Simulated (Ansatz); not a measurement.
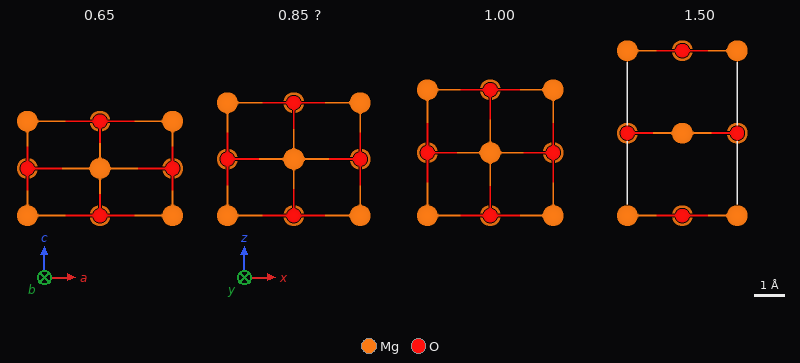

Energy scan for a crystal of MgO (Fm-3m), in which the ratio of the cell's length along z to its lengths across, counted as 1 for the reference, is changed at fixed volume (a tetragonal or Bain path), with the atoms kept at their fractional coordinates. x, y and z are the Cartesian axes of the input. The picture is a ball-and-stick view of the conventional cell (4 times the calculation's cell), seen along the b axis. Lengths and directions refer to the drawn axes.

Theory: DFT PBEsol, scalar-relativistic, plane waves, PAW in Ansatz 0.2.0. Set-up: plane-wave cutoff 420 eV; k-point mesh 10 × 10 × 10; occupations gaussian; smearing width 0.05 eV; no spin polarisation. Energies (free energies at the smearing named) are counted from the cell as listed in its source, which wasn't relaxed.

```csv
axial ratio over its reference value,energy change (meV/atom)
0.650,1392
0.707,749
0.780,311
0.850,?
0.920,25
0.960,6
1.000,0
1.050,7
1.100,26
1.200,92
1.300,190
1.414,339
1.500,479
```

> Estimate the missing energy from the other rows, and compare with the calculation.

A straight line between the two neighbours gives 168 meV/atom. A cubic through the four nearest rows (0.707, 0.780, 0.920, 0.960) gives, with Lagrange weights, (−0.1370)(749) + (0.5986)(311) + (0.9231)(25) + (−0.3847)(6) = 104 meV/atom. The calculation gives 111 meV/atom, so the cubic is 7 meV/atom too low and the straight line 57 meV/atom too high, as the curve bends upwards here.

The whole profile:

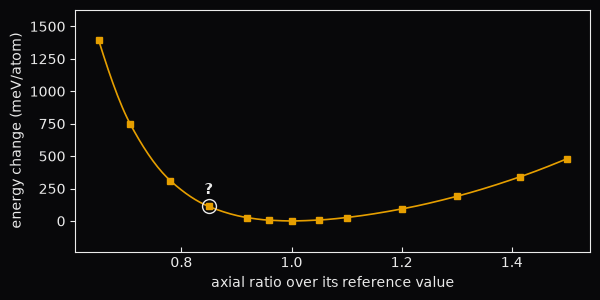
